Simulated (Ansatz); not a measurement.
Consider this structure.

```
CELL_PARAMETERS angstrom
2.48967 0.00000 0.00000
-1.24484 2.15612 0.00000
0.00000 0.00000 5.78688
ATOMIC_POSITIONS crystal
B 0.33333 0.66667 0.25000
B 0.66667 0.33333 0.75000
N 0.33333 0.66667 0.75000
N 0.66667 0.33333 0.25000
```

> Say what kind of structure these coordinates give.

Its composition is BN. The structure has P6_3/mmc (No. 194) symmetry and a primitive hexagonal lattice. The cell comprises 2 formula units: 2 B, 2 N. About every B there are three N in a trigonal planar arrangement at 1.44 Å. Each N atom is coordinated by three B in a trigonal planar arrangement at 1.44 Å. The bonds build BN layers parallel to (001).

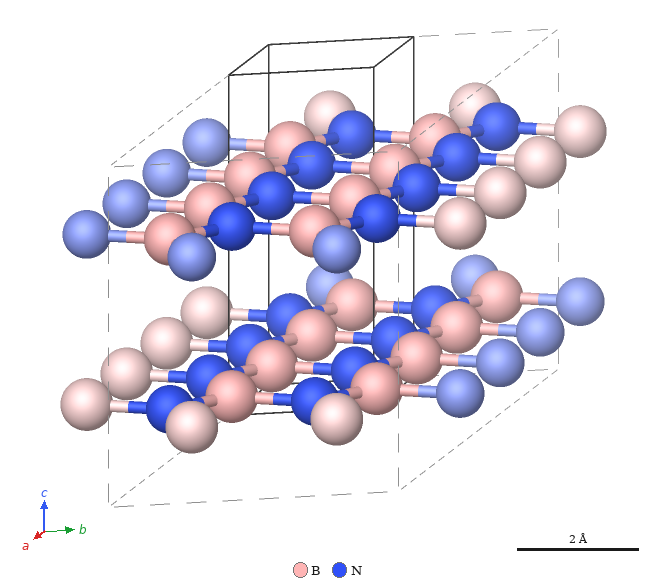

Ball-and-stick drawing of the structure, looking slightly off an axis. A 4×2×1 array of cells is drawn; the conventional unit cell has the solid edges. Atoms outside the box are added where they are bonded to one inside, in fainter colours.

The structure comes from a structure listed in the Materials Project. It was relaxed with DFT PBE, scalar-relativistic, plane waves, PAW (Ansatz) under a constraint or pressure on the cell, so some stress remains.

At this level of theory the run's own cell isn't at rest (compressed, at 12 GPa), so its distances can differ from those at equilibrium, the more so the softer the solid.
